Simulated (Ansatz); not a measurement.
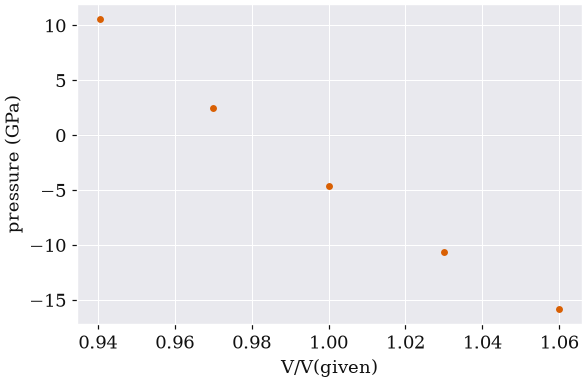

The picture above shows the pressure against V/V(given) for Mo, space group Fm-3m (No. 225).

Cell as given: a = 2.850 Å, b = 2.850 Å, c = 2.850 Å, α = 60.00°, β = 60.00°, γ = 60.00°; 1 atom.

Calculation (Ansatz 0.2.0): periodic Kohn-Sham DFT of a crystal at fixed atoms, scaled to the stated factor times the given cell; pressure positive in compression. Level: PBE.

- method: frozen-core PAW
- relativity: scalar
- k mesh: 17×17×17
- occupations: Fermi–Dirac
- smearing width: 0.08 eV
- wave cutoff: 420 eV
- PAW set: soft_2

V(given) is 16.36 Å³/atom.

The numbers behind the figure:

| V/V(given) | pressure (GPa) |
| --- | --- |
| 0.941 | 10.6 |
| 0.970 | 2.5 |
| 1.000 | −4.6 |
| 1.030 | −10.7 |
| 1.060 | −15.9 |
